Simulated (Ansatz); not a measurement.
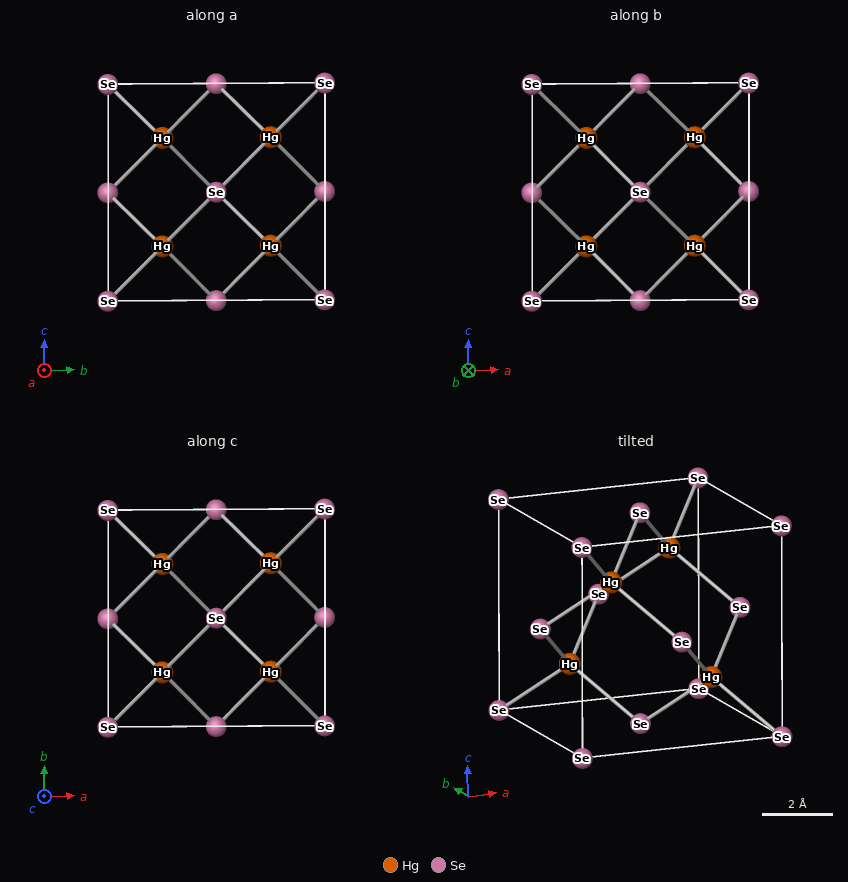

The crystal in a ball-and-stick representation, seen along the a axis, along the b axis, along the c axis and slightly off an axis. The edges of the drawn cell (a repeat of the simulation cell) are marked.

Lattice parameters: a = 6.206 Å, b = 6.206 Å, c = 6.206 Å, α = 89.62°, β = 89.62°, γ = 89.62°. Put a along x and b in the xy plane.

Set out the cell and atoms as a POSCAR file, with free fractional coordinates to two decimals.

Answer.
```
Hg Se
1.0
     6.206    0.000    0.000
     0.041    6.206    0.000
     0.041    0.041    6.206
Hg Se
4 4
Direct
  0.75 0.25 0.25
  0.25 0.75 0.25
  0.25 0.25 0.75
  0.75 0.75 0.75
  0.00 0.50 0.50
  0.50 0.00 0.50
  0.50 0.50 0.00
  0.00 0.00 0.00
```

It goes back to a structure type filled with these elements by a generator (whether the compound takes this form wasn't checked). The cell was then strained or its atoms displaced on purpose. It was run through Ansatz as a DFT input.
